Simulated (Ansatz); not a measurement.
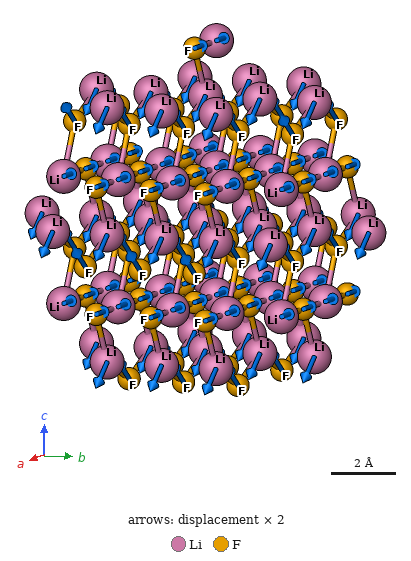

This is a relaxation of a crystal of LiF (a generated structure, set up in Pm) (coarse preliminary run). The starting structure is drawn; blue arrows show the displacements (the part carried along by the change of the cell is left out), 2 times their true length.

The picture is a ball-and-stick view of the atoms within 5.8 Å of the atom that moves most (axes of the cell of the calculation), seen slightly off an axis.

These are results of DFT PBE, scalar-relativistic, plane waves, PAW in Ansatz, not measurements. Settings: plane-wave cutoff 420 eV; k-point mesh 6 × 10 × 4; occupations gaussian; smearing width 0.1 eV; no spin polarisation; cell and atoms relaxed; force threshold 0.04 eV/Å; at most 70 steps.

What did the optimiser do to the structure, and how much energy did it gain?

The largest moves relative to the cell, 0.60 Å, are those of Li and F atoms. Largest moves by element: Li 0.60 Å, F 0.60 Å. The drawn cell changes as follows: a 3.575 → 3.810 Å (+6.6 %), b 1.862 → 3.925 Å (+110.8 %), c 4.052 → 3.810 Å (−6.0 %); the volume changes by +111.3 %. Some distances before and after: Li–Li 1.862 → 3.925 Å, Li–Li 1.867 → 2.694 Å, F–Li 2.573 → 1.905 Å, F–Li 1.788 → 1.905 Å. New bonds form: F–Li (2.57 → 1.91 Å). Bond angles that change, for instance: F–Li–F 142.0° → 90.0°, Li–F–Li 142.0° → 90.0°, F–Li–F 133.2° → 180.0°. The space group (tolerance 0.01 Å) goes from Pm (No. 6) to P4/mmm (No. 123). The energy falls by 2269 meV per atom in 28 accepted moves (36 points after the start). The largest force component goes from 4.9 to under 0.0001 eV/Å. Pressure: 78.64 GPa at the start and 0.10 GPa at the end. The line search rejected the trial step at point 34 of the run. The SCF was repeated 7 times at an unchanged geometry on a basis and grid sized afresh for the cell, which shifted the energy by 143 meV per atom at most. Cost: 3.5 min on 1 thread of Arm Neoverse V1 (shared host), peak memory 0.37 GiB.
